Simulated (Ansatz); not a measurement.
# Ni: one cell, many SCF starts

Is Ni magnetic at this level, in which order, and do all starts find it? Single-point runs from several starts follow. We look at Ni: the measured crystal structure (space group Fm-3m, primitive cell doubled), with 2 atoms per cell. Source: COD entry 9012971, which need not be the ambient phase.

Program: Ansatz 0.2.0. Level of theory: DFT PBE, PAW, plane waves, scalar-relativistic. These are calculated values, not measurements.

### 1 The system as given

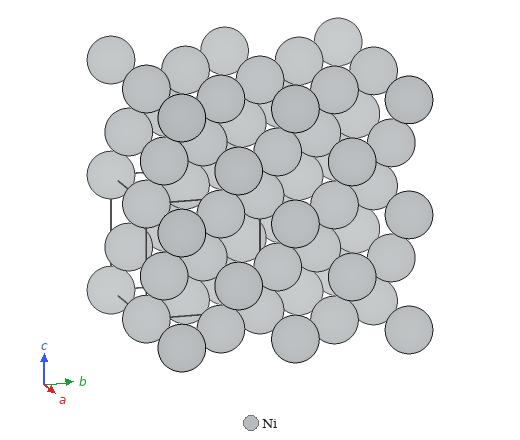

The starting structure, seen slightly off an axis (nickel light grey). 2×2×2 cells are drawn. Atoms on the faces are drawn again on the opposite ones. The cell drawn here is the conventional one.

Coordinates:

```xyz
2
Lattice="0.0000 -1.7648 -1.7648 -3.5295 -1.7648 -1.7648 0.0000 1.7648 -1.7648" Properties=species:S:1:pos:R:3 pbc="T T T"
Ni    0.0000    0.0000    0.0000
Ni   -1.7648    0.0000   -1.7648
```

Labels such as Ni2 number the atoms in the order of the input file.

First come: parallel moments, plain SCF; opposed moments +-, plain SCF; no spin polarisation; spin on, no moments given (the program may seed its own), plain SCF. Further starts follow from what these give.

A plain SCF has the search for lower states switched off and ends at the first converged state. 

Site moments are integrals over atomic spheres and don't add up to the total.

### 2 Parallel moments, plain SCF

input.yaml reads:

```yaml
crystal:
  lattice:
    - [0.0, -1.76475, -1.76475]
    - [-3.5295, -1.76475, -1.76475]
    - [0.0, 1.76475, -1.76475]
  atoms:
    - { symbol: Ni, position: [0.0, 0.0, 0.0], spin: 2.0 }
    - { symbol: Ni, position: [0.0, 0.5, 0.5], spin: 2.0 }
magnetization:
  spin_polarized: true
hamiltonian:
  xc: pbe
  pseudopotentials: { kind: paw }
basis:
  ecutwfc: 420
kpoints:
  mp_grid: { grid: [13, 8, 11] }
scf:
  occupations: { method: gaussian, width: 0.1 }
  lower_state_search: "off"
output:
  forces: true
  stress: true
```

Standard output (excerpt; [...] marks lines left out):

```text
Warning: crystal.symmetry: narrowed to the stabiliser of the k-point mesh — unitary ops 32 → 8; excluded 24 operations that carry a point of the 13×8×11 mesh (shift [0, 0, 0]) off the mesh (the run samples exactly the mesh kpoints.mp_grid names, as under crystal.symmetry.detect: false, [...]
Pseudopotentials: kind: paw
Pseudopotential: Ni, paw, valence charge 18, recommended cutoff 420 eV (normal), Ni.paw.azcp
Functional definition: PBE
[...]
Crystal: 2 atoms, lattice volume = 21.984 Å³
Basis set: ecut = 420 eV, 403 PW (Γ), exchange–correlation on 36×60×36 points (8 copies of the dense FFT grid, shifted against one another)
Bands: 24, of which v1, the nominal top of the filled ones, is band 18 counted from 1 (17 counted from 0)
Symmetry: 8 space group operations
k-points: 318 of 1144
[...]
Starting moments: Σ|m| = 4 μB on 2 of 2 sites
[...]
SCF iter   1: F=—  HF=-11678.900691 eV  |F-HF|=—  |Δ(HF+E_count)|=         —  Δρ=1.27e-1 (↑1.15e-1 ↓1.27e-1)  dr2=2.26e-2  dr2_m=2.93e0  M=1.870 μB ∫|m|=2.088 μB  β_m=0.30  ethr=6.29e-5  ⟨swp⟩=1.0  Hψ=74992  notcnv=0
[...]
spin-set hold released at iteration 1 (the charge has settled, or the pull on large starting moments outlasts its swing): the magnetisation degrees of freedom join the quasi-Newton model from the next iteration; the mixer history was flushed
[...]
SCF iter  10: F=-11679.450047 eV  HF=-11679.450047 eV  |F-HF|=1.76e-9  |Δ(HF+E_count)|=   8.52e-9  Δρ=6.92e-6 (↑2.42e-6 ↓6.92e-6)  dr2=2.93e-9  dr2_m=2.65e-9  M=1.259 μB ∫|m|=1.446 μB  ethr=1.42e-11  ⟨swp⟩=1.8  Hψ=45223  notcnv=0
[...]
SCF converged after 10 iterations
Magnetization: 1.2591 μB (18.6295 up, 17.3705 down)
Absolute magnetization: 1.4474 μB (∫|ρ↑−ρ↓|, with the PAW one-centre terms)
Spin contamination: 0.0141 ħ² per cell (⟨S²⟩ above its minimum at these occupations)
Per-site moments (μB) at R_I (Å): [(0.669142973520548, 1.029490020981642), (0.6691429735205476, 1.029490020981642)]
Free energy (F): -11679.450047 eV
[...]
E sigma→0 (E₀):  -11679.441650 eV
Entropy (-TS):   -0.016795 eV (-8.397 meV/atom)
Fermi energy:    17.955661 eV
[...]
--- Forces (eV/Å), atoms counted from 1 ---
  atom   1  Ni    -0.00000000    -0.00000000     0.00000000
  atom   2  Ni     0.00000000    -0.00000000    -0.00000000
[...]
--- Stress (GPa, compression-positive) ---
       -1.756425      -0.013281      -0.013281
       -0.013281      -1.996576      -0.000058
       -0.013281      -0.000058      -1.996576
  P = ⅓ Tr σ = -1.9165 GPa (-19.165 kbar)
```

Run time: 9.7 s. Hardware: 2 threads of an x86-64 CPU, shared host; peak memory 0.56 GiB.

End: ferromagnetic, site moments Ni1 0.67, Ni2 0.67 μB, total 1.26 μB per cell, no gap on the k-mesh.

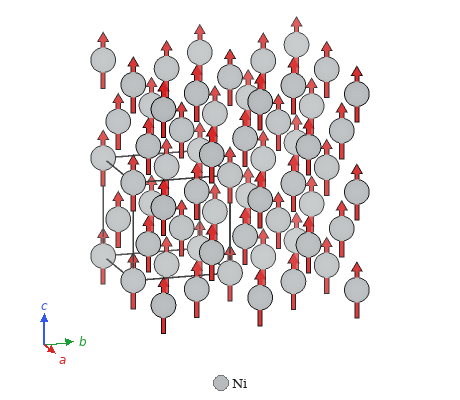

Arrows show the site moments: red and blue are opposite signs, and length grows with size. The axis is drawn upright for the eye.

### 3 Opposed moments +-, plain SCF

input.yaml: that of step 2 with these lines changed.

```diff
@@ -7,3 +7,3 @@
     - { symbol: Ni, position: [0.0, 0.0, 0.0], spin: 2.0 }
-    - { symbol: Ni, position: [0.0, 0.5, 0.5], spin: 2.0 }
+    - { symbol: Ni, position: [0.0, 0.5, 0.5], spin: -2.0 }
 magnetization:
```

Standard output (excerpt; [...] marks lines left out):

```text
Warning: crystal.symmetry: narrowed to the stabiliser of the k-point mesh — unitary ops 16 → 4; excluded 12 operations that carry a point of the 13×8×11 mesh (shift [0, 0, 0]) off the mesh (the run samples exactly the mesh kpoints.mp_grid names, as under crystal.symmetry.detect: false, [...]
[... 11 lines as in an earlier run ...]
Symmetry: 4 space group operations
[... 5 lines as in an earlier run ...]
Starting moments: Σ|m| = 4 μB on 2 of 2 sites
[... 2 lines as in an earlier run ...]
spin-down is spin-up translated by (0, 0.5, 0.5): one eigenproblem is solved per k-point and the antiferromagnetic symmetry of the starting moments is kept exactly by this SCF (crystal.symmetry.spin_inversion_symmetry: false solves both channels; [...]
SCF iter   1: F=—  HF=-11678.486944 eV  |F-HF|=—  |Δ(HF+E_count)|=         —  Δρ=1.48e-1 (↑1.48e-1 ↓1.48e-1)  dr2=6.33e-2  dr2_m=4.38e0  M=0.000 μB ∫|m|=1.751 μB  β_m=0.30  ethr=1.76e-4  ⟨swp⟩=1.3  Hψ=37985  notcnv=0
[...]
[... 1 line as in an earlier run ...]
[...]
SCF iter  17: F=-11679.334962 eV  HF=-11679.334962 eV  |F-HF|=7.28e-11  |Δ(HF+E_count)|=   1.07e-9  Δρ=7.66e-7 (↑7.66e-7 ↓7.66e-7)  dr2=1.01e-10  dr2_m=4.16e-11  M=0.000 μB ∫|m|=0.319 μB  ethr=3.49e-12  ⟨swp⟩=1.7  Hψ=20935  notcnv=0
[...]
SCF converged after 17 iterations
Magnetization: 0.0000 μB (18.0000 up, 18.0000 down)
Absolute magnetization: 0.3195 μB (∫|ρ↑−ρ↓|, with the PAW one-centre terms)
Spin contamination: 0.1096 ħ² per cell (⟨S²⟩ above its minimum at these occupations)
Per-site moments (μB) at R_I (Å): [(0.15735548433215155, 1.029490020981642), (-0.15735548433215157, 1.029490020981642)]
Free energy (F): -11679.334962 eV
[...]
E sigma→0 (E₀):  -11679.317099 eV
Entropy (-TS):   -0.035725 eV (-17.862 meV/atom)
Fermi energy:    17.756416 eV
[...]
--- Forces (eV/Å), atoms counted from 1 ---
  atom   1  Ni     0.00000000    -0.00000000     0.00000000
  atom   2  Ni     0.00000000     0.00000000     0.00000000
[...]
--- Stress (GPa, compression-positive) ---
       -2.998267      -0.004429      -0.004429
       -0.004429      -2.689649      -0.120473
       -0.004429      -0.120473      -2.689649
  P = ⅓ Tr σ = -2.7925 GPa (-27.925 kbar)
```

Run time: 8.7 s. Hardware: 2 threads of an x86-64 CPU, shared host; peak memory 0.53 GiB.

Result: antiferromagnetic (magnetic neighbours of Ni2 with a moment over 0.3 of its own that point the other way: 8 of 12 at 2.50 Å, 0 of 6 at 3.53 Å), site moments Ni1 0.16, Ni2 -0.16 μB, total 0.00 μB per cell, no gap on the k-mesh. Against step 2, the lowest until now, it is 57.5 meV/atom higher.

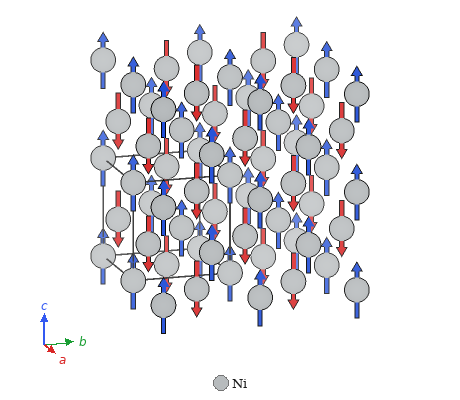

The moments of this state as arrows, longer for larger moments (red one way, blue the other). Without spin-orbit coupling their common direction is free.

### 4 No spin polarisation

input.yaml: that of step 3 with these lines changed.

```diff
@@ -6,6 +6,4 @@
   atoms:
-    - { symbol: Ni, position: [0.0, 0.0, 0.0], spin: 2.0 }
-    - { symbol: Ni, position: [0.0, 0.5, 0.5], spin: -2.0 }
-magnetization:
-  spin_polarized: true
+    - { symbol: Ni, position: [0.0, 0.0, 0.0] }
+    - { symbol: Ni, position: [0.0, 0.5, 0.5] }
 hamiltonian:
```

Standard output (excerpt; [...] marks lines left out):

```text
[... 11 lines as in an earlier run ...]
Bands: 22, of which v1, the nominal top of the filled ones, is band 18 counted from 1 (17 counted from 0)
[... 5 lines as in an earlier run ...]
[...]
[... 2 lines as in an earlier run ...]
SCF iter   1: F=—  HF=-11679.333723 eV  |F-HF|=—  |Δ(HF+E_count)|=         —  Δρ=3.78e-3  dr2=6.92e-4  ethr=1.77e-3  ⟨swp⟩=4.5  Hψ=25265  notcnv=0
[...]
SCF iter   6: F=-11679.333900 eV  HF=-11679.333900 eV  |F-HF|=1.59e-9  |Δ(HF+E_count)|=   3.02e-8  Δρ=9.71e-6  dr2=3.56e-9  ethr=1.36e-10  ⟨swp⟩=2.9  Hψ=25336  notcnv=0
[...]
SCF converged after 6 iterations
Free energy (F): -11679.333900 eV
[...]
E sigma→0 (E₀):  -11679.313689 eV
Entropy (-TS):   -0.040421 eV (-20.210 meV/atom)
Fermi energy:    17.750086 eV
[...]
--- Forces (eV/Å), atoms counted from 1 ---
  atom   1  Ni     0.00000000     0.00000000     0.00000000
  atom   2  Ni     0.00000000    -0.00000000    -0.00000000
[...]
--- Stress (GPa, compression-positive) ---
       -2.967469      -0.004838      -0.004838
       -0.004839      -2.940942      -0.117134
       -0.004839      -0.117134      -2.940942
  P = ⅓ Tr σ = -2.9498 GPa (-29.498 kbar)
```

It took 3.2 s on 2 threads of an x86-64 CPU, shared host; peak memory 0.46 GiB.

End: non-magnetic (no spin polarisation), no gap on the k-mesh. It lies 58.1 meV/atom above the lowest state so far (step 2).

### 5 Spin on, no moments given (the program may seed its own), plain SCF

input.yaml: that of step 4 with these lines changed.

```diff
@@ -21 +21,3 @@
   stress: true
+magnetization:
+  spin_polarized: true
```

Standard output (excerpt; [...] marks lines left out):

```text
[... 1 line as in an earlier run ...]
band count auto-derived: 24 (N_el = 36.0; filled up to band 18; 22 by the electrons, moments and atoms)
[... 19 lines as in an earlier run ...]
[...]
SCF iter   1: F=—  HF=-11678.049763 eV  |F-HF|=—  |Δ(HF+E_count)|=         —  Δρ=1.80e-1 (↑1.78e-1 ↓1.80e-1)  dr2=1.63e-2  dr2_m=6.44e0  M=2.558 μB ∫|m|=2.558 μB  ethr=3.92e-4  ⟨swp⟩=1.3  Hψ=37902  notcnv=0
[...]
SCF iter  11: F=-11679.450047 eV  HF=-11679.450047 eV  |F-HF|=3.09e-11  |Δ(HF+E_count)|=   1.20e-8  Δρ=3.72e-6 (↑2.21e-6 ↓3.72e-6)  dr2=6.57e-10  dr2_m=1.07e-9  M=1.259 μB ∫|m|=1.446 μB  ethr=9.19e-11  ⟨swp⟩=2.1  Hψ=46633  notcnv=0
[...]
SCF converged after 11 iterations
Magnetization: 1.2591 μB (18.6295 up, 17.3705 down)
Absolute magnetization: 1.4474 μB (∫|ρ↑−ρ↓|, with the PAW one-centre terms)
Spin contamination: 0.0141 ħ² per cell (⟨S²⟩ above its minimum at these occupations)
Per-site moments (μB) at R_I (Å): [(0.6691490542294626, 1.029490020981642), (0.6691490542294622, 1.029490020981642)]
Free energy (F): -11679.450047 eV
[...]
E sigma→0 (E₀):  -11679.441650 eV
Entropy (-TS):   -0.016795 eV (-8.397 meV/atom)
Fermi energy:    17.955648 eV
[... 24 lines left out: energy terms, forces, stress ...]
```

Wall time 9.9 s (2 threads of an x86-64 CPU, shared host); peak memory 0.56 GiB.

The run ends in the same state as step 2 (ferromagnetic); it took 11 iterations.

### 6 Parallel moments scaled by 0.1, plain SCF

input.yaml: that of step 5 with these lines changed.

```diff
@@ -6,4 +6,6 @@
   atoms:
-    - { symbol: Ni, position: [0.0, 0.0, 0.0] }
-    - { symbol: Ni, position: [0.0, 0.5, 0.5] }
+    - { symbol: Ni, position: [0.0, 0.0, 0.0], spin: 0.2 }
+    - { symbol: Ni, position: [0.0, 0.5, 0.5], spin: 0.2 }
+magnetization:
+  spin_polarized: true
 hamiltonian:
@@ -21,3 +23 @@
   stress: true
-magnetization:
-  spin_polarized: true
```

Standard output (excerpt; [...] marks lines left out):

```text
[... 11 lines as in an earlier run ...]
Bands: 23, of which v1, the nominal top of the filled ones, is band 18 counted from 1 (17 counted from 0)
[... 6 lines as in an earlier run ...]
Starting moments: Σ|m| = 0.4 μB on 2 of 2 sites
[... 2 lines as in an earlier run ...]
[...]
SCF iter   1: F=—  HF=-11679.361727 eV  |F-HF|=—  |Δ(HF+E_count)|=         —  Δρ=4.58e-2 (↑4.58e-2 ↓1.75e-2)  dr2=1.39e-1  dr2_m=1.64e-1  M=0.689 μB ∫|m|=0.700 μB  β_m=1.00  ethr=3.88e-4  ⟨swp⟩=1.0  Hψ=72402  notcnv=0
[...]
spin-set hold released at iteration 6 (site moments contracting): the magnetisation degrees of freedom join the quasi-Newton model from the next iteration; the mixer history was flushed
[...]
SCF iter  13: F=-11679.450047 eV  HF=-11679.450047 eV  |F-HF|=2.58e-10  |Δ(HF+E_count)|=   2.42e-8  Δρ=5.23e-6 (↑1.63e-6 ↓5.23e-6)  dr2=2.19e-9  dr2_m=1.61e-9  M=1.259 μB ∫|m|=1.446 μB  ethr=4.92e-11  ⟨swp⟩=2.2  Hψ=45889  notcnv=0
[...]
SCF converged after 13 iterations
Magnetization: 1.2591 μB (18.6295 up, 17.3705 down)
Absolute magnetization: 1.4474 μB (∫|ρ↑−ρ↓|, with the PAW one-centre terms)
Spin contamination: 0.0141 ħ² per cell (⟨S²⟩ above its minimum at these occupations)
Per-site moments (μB) at R_I (Å): [(0.6691408292744688, 1.029490020981642), (0.6691408292744685, 1.029490020981642)]
Free energy (F): -11679.450047 eV
[...]
E sigma→0 (E₀):  -11679.441649 eV
Entropy (-TS):   -0.016795 eV (-8.398 meV/atom)
Fermi energy:    17.955666 eV
[... 24 lines left out: energy terms, forces, stress ...]
```

Wall time 12 s (2 threads of an x86-64 CPU, shared host); peak memory 0.54 GiB.

Nothing new: the 13 iterations lead to the state found in step 2 (ferromagnetic).

(Part 1 of 2 ends here.)
